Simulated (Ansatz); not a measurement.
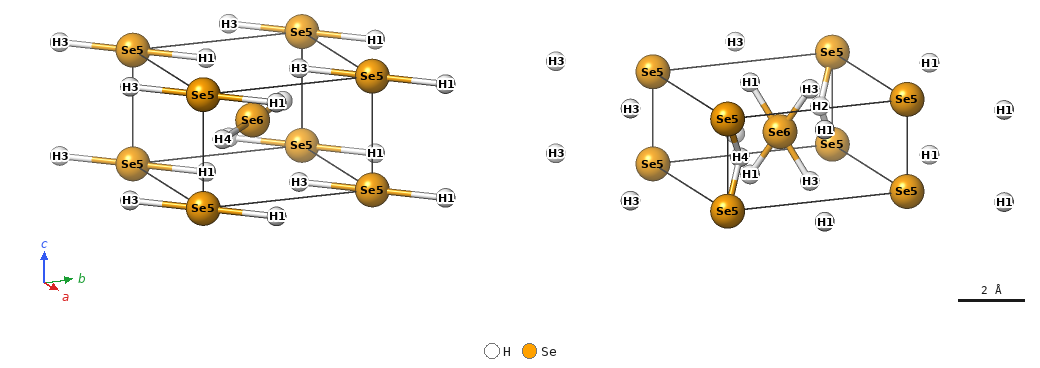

Two geometries of crystalline H2Se (built on the rutile_136 type) (coarse preliminary run), drawn at one scale. One is the start of a relaxation, the other its converged end. The picture is a ball-and-stick view of the cell of the calculation, seen slightly off an axis.

These are results of DFT PBE, scalar-relativistic, plane waves, PAW in Ansatz 0.2.0, not measurements. Settings: plane-wave cutoff 420 eV; k-point mesh 4 × 4 × 6; occupations gaussian; smearing width 0.1 eV; no spin polarisation; cell and atoms relaxed; force threshold 0.04 eV/Å; at most 70 steps.

Which geometry has the lower energy?

Answer. The right one is the relaxed one. Case: rutile type (P4_2/mnm, No. 136). The energy falls by 546 meV per atom in 10 accepted moves (11 points after the start). Largest force component: 0.19 eV/Å at the start, 0.027 eV/Å at the end. Pressure: −12.06 GPa at the start and 0.13 GPa at the end. The SCF was repeated once at an unchanged geometry on a basis and grid sized afresh for the cell, which shifted the energy by 0.2 meV per atom at most. The largest moves relative to the cell, 0.64 Å, are those of H1, H2, H3 and H4. H2 goes along [−1 1 0]. Se stays in place. The volume changes by −8.8 %, with a = b 5.595 → 5.939 Å (+6.2 %), c 3.604 → 2.918 Å (−19.0 %). Near-neighbour distances that change, for instance: H1–Se5 2.421 → 3.210 Å, Se5–Se5 3.604 → 2.918 Å, H1–Se6 2.367 → 1.763 Å. New bonds form: H1–Se6 (2.37 → 1.76 Å), H2–Se5 (2.37 → 1.76 Å), H3–Se6 (2.37 → 1.76 Å), H4–Se5 (2.37 → 1.76 Å). The space group stays P4_2/mnm (No. 136). Cost: 18 s on 1 thread of AMD EPYC 9R45 96-Core Processor (Zen 5) (shared host), peak memory 0.45 GiB.
